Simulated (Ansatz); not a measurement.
# Calculations on Si2Mo

### Relaxation

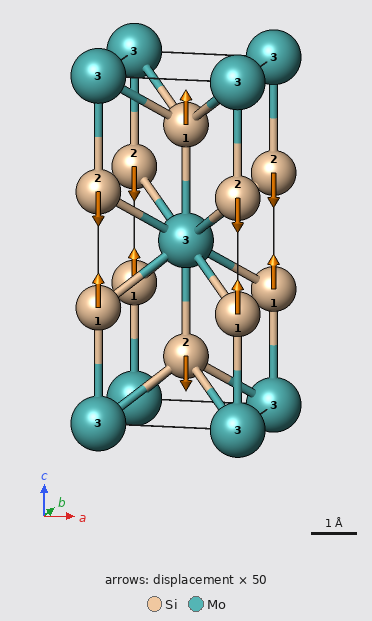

This is a relaxation of crystalline Si₂Mo (set up in I4/mmm). The starting structure is drawn; orange arrows show the displacements (the part carried along by the change of the cell is left out), 50 times their true length.

A ball-and-stick model of the conventional cell (2 times the calculation's cell), seen slightly off an axis. Lengths and directions refer to the drawn axes.

Theory: DFT PBEsol, scalar-relativistic, plane waves, PAW (Ansatz 0.2.0).

Input file:
```yaml
crystal:
  lattice:
    - [-1.6, 1.6, 3.9305]
    - [1.6, -1.6, 3.9305]
    - [1.6, 1.6, -3.9305]
  atoms:
    - { symbol: Si, position: [0.333, 0.333, 0.0] }
    - { symbol: Si, position: [0.667, 0.667, 0.0] }
    - { symbol: Mo, position: [0.0, 0.0, 0.0] }
basis:
  ecutwfc: 420
kpoints:
  mp_grid: { grid: [18, 18, 18] }
hamiltonian:
  xc: pbesol
scf:
  occupations: { method: gaussian, width: 0.1 }
output:
  forces: true
  stress: true
  eigenvalues: true
  write_density: true
  write_potential: true
  elf: true
  volumetric_format: npy
relax:
  adjacent_minimum: "off"
  f_tol: 0.005
  max_steps: 80
  cell: { stress_tol: 0.05 }
```

Run as
```bash
ansatz run input.yaml --threads 1 --pin off --max-ram 2560MiB --backend cpu --events-out ev --progress --plain --runs-dir out
```

What happened in the run?

The largest moves relative to the cell, 0.016 Å, are those of Si1 and Si2. Si2 goes along −c. Mo stays in place. The drawn cell changes as follows: a = b 3.200 → 3.190 Å (−0.3 %), c 7.861 → 7.821 Å (−0.5 %); the volume changes by −1.1 %. Near-neighbour distances that change, for instance: Si1–Mo3 2.616 → 2.599 Å. The space group stays I4/mmm (No. 139). The energy falls by 9.6 meV per cell of the calculation in 3 accepted moves (4 points after the start). Largest force component: 0.33 eV/Å at the start, 0.0016 eV/Å at the end. The pressure goes from −2.74 to −0.01 GPa. At 1 point the geometry stayed and the basis and grid were re-selected for the new cell (energy shift of 0.1 meV per cell of the calculation at most each time).

### Relaxation

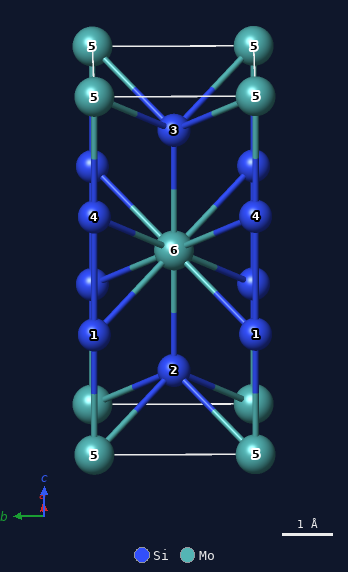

This is the input geometry for a relaxation of a crystal of Si2Mo (set up in I4/mmm). Style: ball-and-stick. Shown: the cell of the calculation, from a free direction.

Case: biaxial strain in the a-b plane of +3.0 %; c and atoms relaxed.

Computed with Ansatz 0.2.0, DFT PBEsol, scalar-relativistic, plane waves, PAW.

The input:
```yaml
crystal:
  lattice:
    - [3.2857722747, 0.0, 0.0]
    - [0.0, 3.2857722747, 0.0]
    - [0.0, 0.0, 7.6805990915]
  atoms:
    - { symbol: Si, position: [0.0, 0.0, 0.3353104695] }
    - { symbol: Si, position: [0.5, 0.5, 0.1646895305] }
    - { symbol: Si, position: [0.5, 0.5, 0.8353104695] }
    - { symbol: Si, position: [0.0, 0.0, 0.6646895305] }
    - { symbol: Mo, position: [0.0, 0.0, 0.0] }
    - { symbol: Mo, position: [0.5, 0.5, 0.5] }
basis:
  ecutwfc: 420
kpoints:
  mp_grid: { grid: [12, 12, 6] }
hamiltonian:
  xc: pbesol
scf:
  occupations: { method: gaussian, width: 0.1 }
output:
  forces: true
  stress: true
  eigenvalues: true
relax:
  adjacent_minimum: "off"
  f_tol: 0.008
  max_steps: 40
  cell: { stress_tol: 0.015, fix: [a, b, gamma] }
```

Run as
```bash
ansatz run input.yaml --threads 1 --pin off --max-ram 2560MiB --backend cpu --events-out ev --progress --plain --runs-dir out
```

### What does the optimiser find from here?

After 3 accepted moves (4 points after the start) the energy has fallen by 9.3 meV per cell of the calculation. The largest force component goes from 0.00074 to 0.00068 eV/Å. Pressure: −7.01 GPa at the start and −8.83 GPa at the end. The SCF was repeated once at an unchanged geometry on a basis and grid sized afresh for the cell, which shifted the energy by 0.1 meV per cell of the calculation at most. The atoms keep their places relative to the cell (all moves are under 0.005 Å). The volume changes by +0.8 %, with a = b unchanged at 3.286 Å, c 7.681 → 7.745 Å (+0.8 %). Some distances before and after: Si1–Mo5 2.575 → 2.598 Å, Si1–Si4 2.530 → 2.548 Å, Si1–Mo6 2.645 → 2.650 Å. The space group stays I4/mmm (No. 139).

After the run, drawn alike:

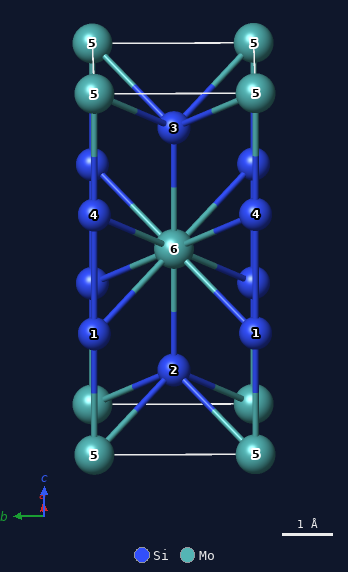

### A change

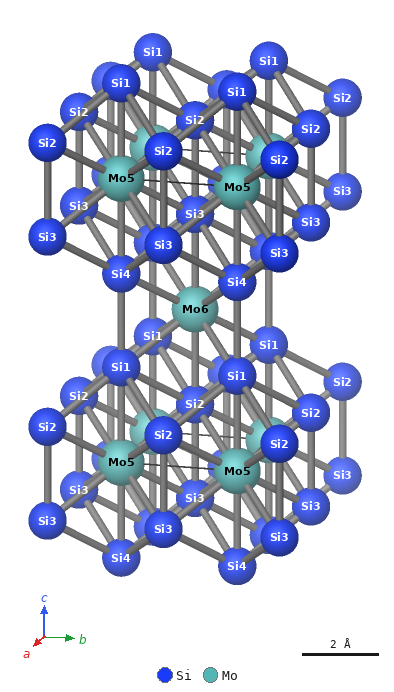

The starting point is solid Si$_{2}$Mo (set up in I4/mmm). A ball-and-stick model of the cell of the calculation, seen slightly off an axis.

All numbers below come from DFT PBEsol, scalar-relativistic, plane waves, PAW (Ansatz 0.2.0). (plane-wave cutoff 420 eV; k-point mesh 12 × 12 × 6; occupations gaussian; smearing width 0.1 eV; no spin polarisation)

The variant: Biaxial strain in the a–b plane, +4.5 %, is applied. The c axis and the atoms are relaxed.

Question: What does the calculation give for the changed structure?

Answer: The energy rises by 75.4 meV per atom. Pressure: 0.0 GPa before, −12.4 GPa after. The principal stresses (compression positive) are 0.0 GPa along c and −18.6 GPa across it. Cell: a = b 3.190 → 3.334 Å (+4.5 %), c 7.821 → 7.713 Å (−1.4 %). Volume +7.7 %. The largest moves relative to the cell, 0.004 Å, are those of Si1, Si2, Si3 and Si4. Si3 goes along +c. Mo stays in place. Among the bonded contacts that change: Si–Si 2.619 → 2.702 Å, Mo–Si 2.599 → 2.677 Å, Si–Si 2.580 → 2.536 Å, Mo–Si 2.621 → 2.588 Å. The space group stays I4/mmm (No. 139).

Drawn alike, the variant:

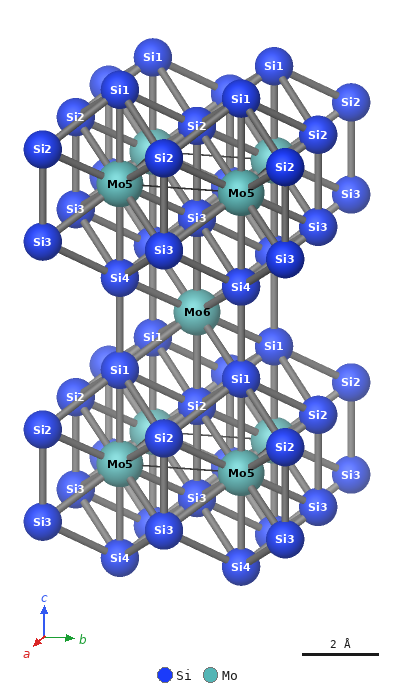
